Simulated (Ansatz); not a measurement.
Consider AlCu3.

Input file:

```
crystal:
  lattice:
    - [5.137917364, 0.0, 0.0]
    - [-2.568958682, 4.4495669597, 0.0]
    - [0.0, 0.0, 4.20614006]
  atoms:
    - { symbol: Al, position: [0.66666667, 0.33333333, 0.25] }
    - { symbol: Al, position: [0.33333333, 0.66666667, 0.75] }
    - { symbol: Cu, position: [0.33106471, 0.16553236, 0.75] }
    - { symbol: Cu, position: [0.83446764, 0.16553236, 0.75] }
    - { symbol: Cu, position: [0.83446764, 0.66893529, 0.75] }
    - { symbol: Cu, position: [0.66893529, 0.83446764, 0.25] }
    - { symbol: Cu, position: [0.16553236, 0.83446764, 0.25] }
    - { symbol: Cu, position: [0.16553236, 0.33106471, 0.25] }
basis:
  ecutwfc: 420
kpoints:
  mp_grid: { grid: [12, 12, 8] }
hamiltonian:
  xc: pbesol
scf:
  occupations: { method: gaussian, width: 0.1 }
output:
  forces: true
  stress: true
  eigenvalues: true
  write_density: true
  write_potential: true
  elf: true
  volumetric_format: npy
relax:
  adjacent_minimum: "off"
  f_tol: 0.005
  max_steps: 80
  cell: { stress_tol: 0.05 }
```

Command:

```sh
ansatz run input.yaml --threads 4 --pin off --max-ram 12288MiB --backend cpu --events-out ev --progress --plain --runs-dir out
```

Below, planes, directions and counts refer to the conventional cell (a = 5.14 Å, b = 5.14 Å, c = 4.18 Å, α = 90.00°, β = 90.00°, γ = 120.00°).

The fields are those of the run's last geometry, not of the input's.

Space group P6₃/mmc; a structure from a database of computed crystals, not necessarily the ambient phase; computed without spin polarisation.

Level of theory: DFT PBEsol, scalar-relativistic, plane waves, PAW in Ansatz.

What will maps of the valence pseudo-density and electron localisation function show?

Answer. Al–Cu (2.57 Å): ρ is about 0.27 e/Å³ halfway; the ELF is about 0.40 at the midpoint.

Metal or insulator at this level of theory?

Answer. It is metallic or semimetallic at this level of theory: no gap opens.

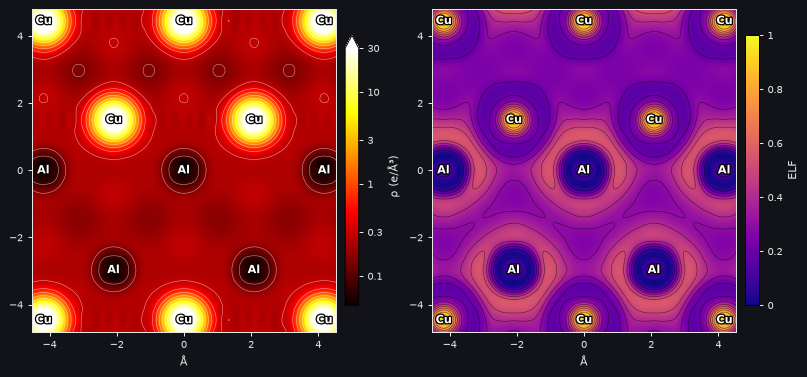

Computed valence pseudo-density and electron localisation function on the (110) plane of the conventional cell, in this order. 

Core electrons are frozen (PAW), and the valence fields are smoothed inside the atomic spheres.
